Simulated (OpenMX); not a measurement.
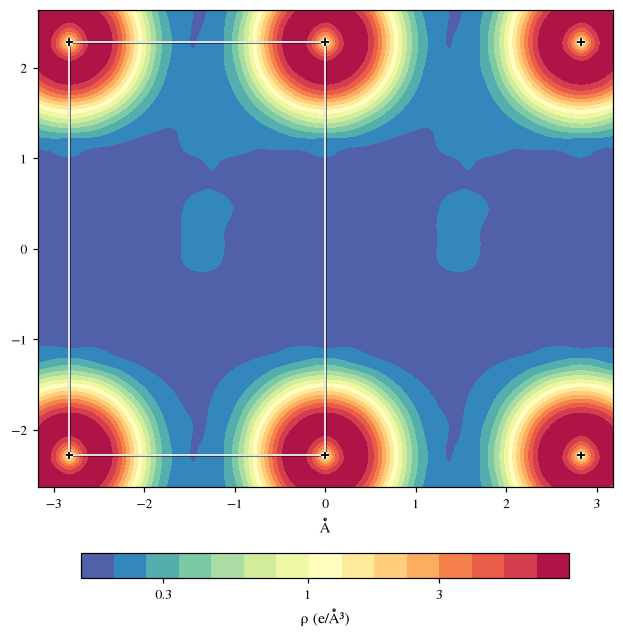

The valence pseudo-density on a plane through atoms (crosses mark nuclei in the plane).

Computed with Kohn-Sham DFT of a periodic cell, PBE, OpenMX 2013 PBE set (OpenMX 3.8.5).

Candidates:
A. C, a = 3.57 Å, b = 3.57 Å, c = 3.57 Å, α = 90.00°, β = 90.00°, γ = 90.00°. Space group Fd-3m.
B. Ti, a = 2.83 Å, b = 4.57 Å, c = 4.57 Å, α = 120.00°, β = 90.00°, γ = 90.00°. Space group P1; a structure from a database of computed crystals, not necessarily the ambient phase; changed on purpose from its base cell (scf.criterion = 1.0e-10; atoms moved at random by about 0.1 A); not relaxed (largest force 0.9 eV/Å).
C. Ir, a = 3.83 Å, b = 3.83 Å, c = 3.83 Å, α = 90.00°, β = 90.00°, γ = 90.00°. Space group Fm-3m; computed pressure about 14 GPa in this cell.

Q: Which system is this?

A: Candidate B: Ti on the (010) plane of the conventional cell, which holds Ti. Ti–Ti (2.83 Å): ρ is about 0.2 e/Å³ halfway.
